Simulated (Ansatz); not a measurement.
System: SnSe₂.

Computed with Ansatz 0.2.0: relaxed lattice of one prototype by several density functionals, zero stress, symmetry kept, spin-unpolarised plane waves.

- prototype: CdCl2 (3R octahedral) bulk
- atoms in cell: 3
- periodic directions: 3

What does the calculation give for the volume per atom by functional? The cases: PBE-D3(BJ); PBE-D4; r2SCAN+rVV10.

PBE-D4 gives 26.172 Å³, PBE-D3(BJ) 26.223 Å³ and r2SCAN+rVV10 26.750 Å³.

| functional | volume per atom (Å³) | lattice constant a (Å) | lattice constant c (Å) |
| --- | --- | --- | --- |
| PBE-D3(BJ) | 26.223 | 3.835 | 18.533 |
| PBE-D4 | 26.172 | 3.832 | 18.526 |
| r2SCAN+rVV10 | 26.750 | 3.825 | 19.005 |

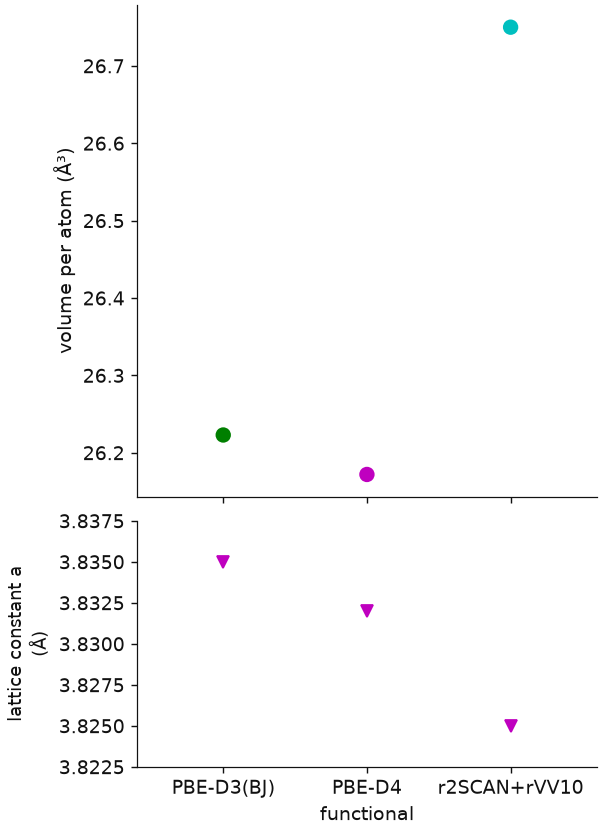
